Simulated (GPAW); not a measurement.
System: CaO, space group Fm-3m (No. 225).

Starting cell:
```xyz
2
Lattice="0.0000 2.4036 2.4036 2.4036 0.0000 2.4036 2.4036 2.4036 0.0000" Properties=species:S:1:pos:R:3 pbc="T T T"
Ca    0.0000    0.0000    0.0000
O     2.4036    2.4036    2.4036
```

Calculation (GPAW 26.7.0): PAW DFT in plane waves, on a grid or in atomic orbitals, no spin polarisation; energies at scaled volumes of the given cell, shape and fractions fixed, counted from the fit's minimum, third-order Birch-Murnaghan fit. Level: PBEsol.

| setting | value |
| --- | --- |
| k mesh | 10×10×10 |
| occupations | Fermi–Dirac |
| smearing width | 0.05 eV |
| potentials | PAW data sets made by gpaw setup for the functional |
| wave cutoff | 800 eV |
| program settings | basis pw |

Describe the result: the energy and pressure against volume. The volume takes the values 13.05, 13.33, 13.61, 13.89, 14.16, 14.44, 14.72 Å³/atom.

A third-order Birch–Murnaghan fit gives V0 = 13.64 Å³/atom, B0 = 115 GPa and B′ = 4.5. The energy is 9.82 meV/atom at volume 13.05 Å³/atom and 26.67 meV/atom at 14.72 Å³/atom; the lowest computed point is at volume 13.61 Å³/atom (0.02 meV/atom), and no other minimum shows. The pressure falls from 5.46 GPa at volume 13.05 Å³/atom to −7.49 GPa at 14.72 Å³/atom, and changes sign near 13.63 Å³/atom.

```json
{"volume (Å³/atom)": "13.05", "energy (meV/atom)": "9.82", "pressure (GPa)": "5.46"}
{"volume (Å³/atom)": "13.33", "energy (meV/atom)": "2.63", "pressure (GPa)": "2.67"}
{"volume (Å³/atom)": "13.61", "energy (meV/atom)": "0.02", "pressure (GPa)": "0.17"}
{"volume (Å³/atom)": "13.89", "energy (meV/atom)": "1.55", "pressure (GPa)": "-2.07"}
{"volume (Å³/atom)": "14.16", "energy (meV/atom)": "6.74", "pressure (GPa)": "-4.08"}
{"volume (Å³/atom)": "14.44", "energy (meV/atom)": "15.25", "pressure (GPa)": "-5.88"}
{"volume (Å³/atom)": "14.72", "energy (meV/atom)": "26.67", "pressure (GPa)": "-7.49"}
```

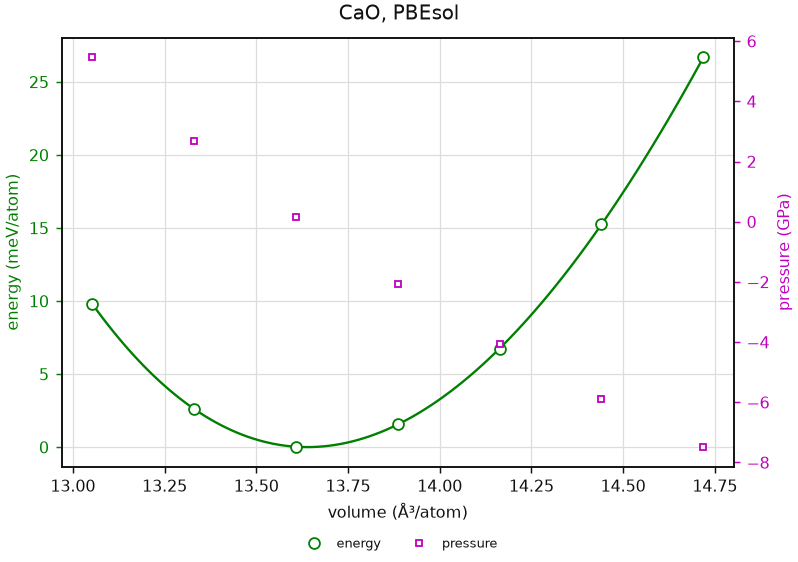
